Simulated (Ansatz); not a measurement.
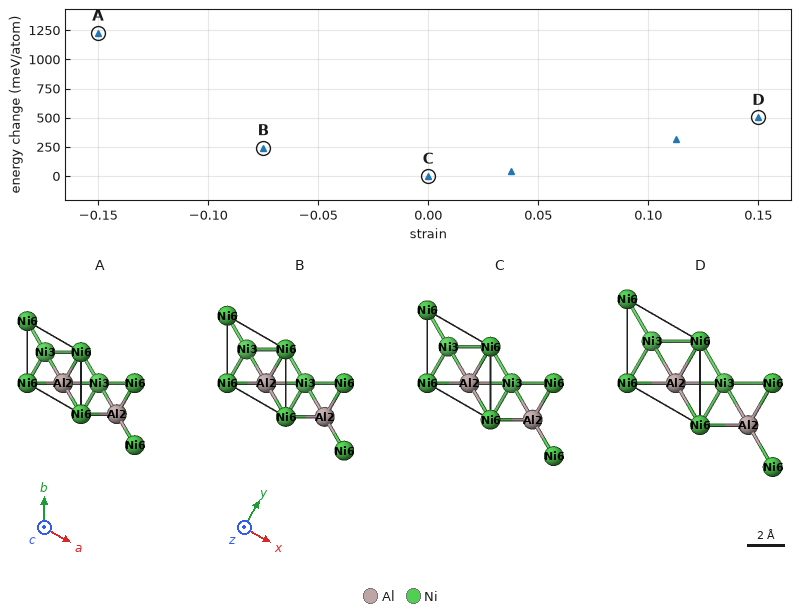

Energy scan for solid AlNi₂ (P-3m1), in which the cell is strained equally along x and y, with the atoms kept at their fractional coordinates. x, y and z are the Cartesian axes of the input. The lettered frames are marked on the plot. The picture is a ball-and-stick view of the cell of the calculation, repeated 2 × 1 × 1 with one cell outlined, seen along the c axis.

These are results of DFT r2SCAN, scalar-relativistic, plane waves, PAW (Ansatz), not measurements. (plane-wave cutoff 500 eV; k-point mesh 12 × 12 × 10; occupations gaussian; smearing width 0.15 eV; no spin polarisation). Energies (free energies at the smearing named) are counted from the relaxed crystal.

Read off the main features of the energy profile.

Of the computed points the lowest is at the strain 0.00, 0 meV/atom. At the ends of the scan the energy is 1226 meV/atom (−0.15) and 504 meV/atom (0.15). The distortion keeps the space group P-3m1. At the strain −0.15 the cell of the drawing goes a 3.979 → 3.382 Å, b 3.979 → 3.382 Å.

Limits of the set-up: an element that often carries a moment was run without spin polarisation.
